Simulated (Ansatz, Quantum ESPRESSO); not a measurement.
# Where does added charge sit? 12 metal surfaces against an electrode

A charged slab and an electrode form a capacitor. How far does its effective gap ε₀/C fall short of the distance from the top atoms?

How it was computed: Quantum ESPRESSO 7.5, ESM with bc3: vacuum below, a metal electrode at the cell's upper end. Ions are fixed where Ansatz 0.2.0 (PAW) or pw.x relaxed them, under PBE, with D3(BJ) for stacks. Runs without a † are unpolarised. C comes from the runs at the smallest and the largest positive charge, about 1.5 and 6×10¹³ e per cm² of the starting cell (electrons removed).

What came out:

| system | level | top atoms to electrode (Å) | C (µF/cm²) | ε₀/C (Å) | shortfall (Å) | shift of the far face's level (eV) |
| --- | --- | --- | --- | --- | --- | --- |
| Nb(110), 5 layers | PBE, GBRV ultrasoft | 5.03 | 2.93 | 3.02 | 2.01 | 0.00 |
| Ag(111), 4 layers + Li on fcc | PBE, GBRV ultrasoft | 4.96 | 2.97 | 2.98 | 1.98 | 0.00 |
| Mo(110), 4 layers + Li on longbridge | PBE, GBRV ultrasoft | 7.06 | 1.73 | 5.10 | 1.95 | −0.01 |
| W(100), 5 layers | PBE, GBRV ultrasoft | 7.04 | 1.74 | 5.10 | 1.94 | 0.00 |
| Cd(0001), 4 layers + Na on fcc | PBE, GBRV ultrasoft | 6.68 | 1.86 | 4.76 | 1.92 | +0.01 |
| Mg(0001), 4 layers + Li on fcc | PBE, GBRV ultrasoft | 5.78 | 2.29 | 3.86 | 1.92 | −0.02 |
| Mo(100), 5 layers | PBE, GBRV ultrasoft | 6.06 | 2.12 | 4.17 | 1.89 | −0.01 |
| V(110), 5 layers | LDA, GBRV ultrasoft | 6.10 | 2.11 | 4.20 | 1.89 | +0.01 |
| Nb(100), 5 layers | PBEsol, GBRV ultrasoft | 7.08 | 1.70 | 5.20 | 1.88 | +0.01 |
| Pb(111), 4 layers + Li on fcc | PBE, GBRV ultrasoft | 5.69 | 2.32 | 3.82 | 1.88 | −0.02 |
| W(110), 5 layers | PBE, GBRV ultrasoft | 7.00 | 1.72 | 5.13 | 1.87 | 0.00 |
| Mo(110), 5 layers | LDA, GBRV ultrasoft | 5.03 | 2.78 | 3.18 | 1.85 | −0.01 |

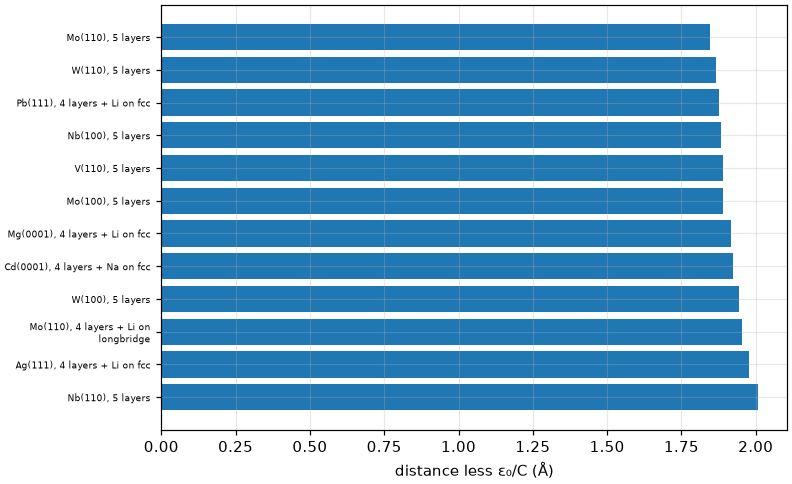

Shortfall of the effective gap.

**Reading.** The shortfall runs from 2.01 Å (Nb(110), 5 layers) to 1.85 Å (Mo(110), 5 layers). On 12 of 12 the far face's level moves by under 0.08 eV: these screen like a metal, and the shortfall is the height of the image plane over the top atoms. By hand, for the first row: C = (0.0462 − 0.0116) e / (7.700 Å² × 2.458 V) × 1602 = 2.93 µF/cm², and 8.854/2.93 = 3.02 Å.

Caveats: C was taken on the side of removed electrons; at zero charge the shortfall can differ. Slabs are four or five layers thick. Rows were grouped by the size of the shortfall, and levels differ between them. Of 226 systems run, those whose charged runs converged are listed in this or a sister table.
